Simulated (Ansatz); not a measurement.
# BaO: what the fields show

Input

```
crystal:
  lattice:
    - [0.0225451338, 2.7944878169, 2.7944878169]
    - [2.7944878169, 0.0225451338, 2.7944878169]
    - [2.7944878169, 2.7944878169, 0.0225451338]
  atoms:
    - { symbol: Ba, position: [0.0, 0.0, 0.0] }
    - { symbol: O, position: [0.5, 0.5, 0.5] }
kpoints:
  mp_grid: { grid: [6, 6, 6] }
  band_path:
    path:
      - [0.0, 0.0, 0.0]
      - [0.5, 0.0, 0.5]
      - [0.625, 0.25, 0.625]
      - [0.375, 0.375, 0.75]
      - [0.5, 0.5, 0.5]
      - [0.5, 0.25, 0.75]
      - [0.0, 0.5, 0.5]
    npoints: 1
hamiltonian:
  xc: hse06
scf:
  occupations: { method: fixed }
  n_extra_bands: 4
output:
  forces: true
  stress: true
  eigenvalues: true
  write_density: true
  write_potential: true
  elf: true
  volumetric_format: npy
```

Launched as:

```sh
ansatz run input.yaml --threads 4 --pin off --max-ram 3686MiB --backend cpu --events-out ev --progress --plain --runs-dir out
```

Below, planes, directions and counts refer to the conventional cell (a = 3.92 Å, b = 3.92 Å, c = 9.72 Å, α = 90.00°, β = 90.00°, γ = 120.00°).

Space group R-3m; started from the rocksalt prototype, which need not be the ambient phase; changed on purpose from its base cell (shear 111 strain +1.2%).

Theory: Ansatz 0.2.0, DFT, HSE06, plane waves, PAW.

Core electrons are frozen (PAW), and the valence fields are smoothed inside the atomic spheres.

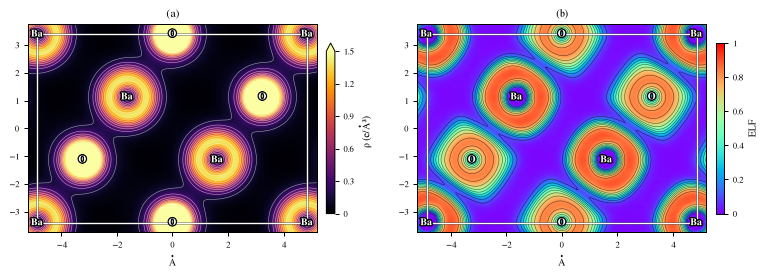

Figure 1. (a) valence pseudo-density; (b) electron localisation function on the (110) plane of the conventional cell.

Q: Describe what can be read from this map.

A: The section cuts through Ba and O sites. Ba–O (2.78 Å): the density is about 0.22 e/Å³ at the midpoint; the ELF is about 0.15 at the midpoint: a largely ionic contact. Between the atoms the lowest density in this plane is 0.02 e/Å³. The features right at Ba lie inside the PAW spheres, where the map follows smoothed inner orbitals and isn't to be read closely.

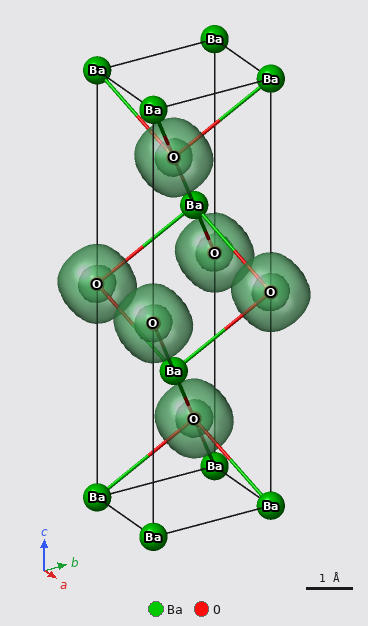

Figure 2. Isosurface of the ELF at 0.75 (green), seen slightly off an axis. Only the valence region is drawn (cores and ρ < 0.01 e/Å³ removed). Sticks mark near contacts.

Q: What do the ELF domains correspond to?

A: The surface consists of three regions wrapped around O (the valence shell of each), counted in one cell of 6 atoms. Any copies at cell faces, edges or corners count once.

Q: Does the calculation make it a metal, or give it a gap?

A: It is gapped, with a Kohn–Sham gap of 3.4 eV on the k-point mesh (the band edges may lie off the mesh, which would make the gap smaller).
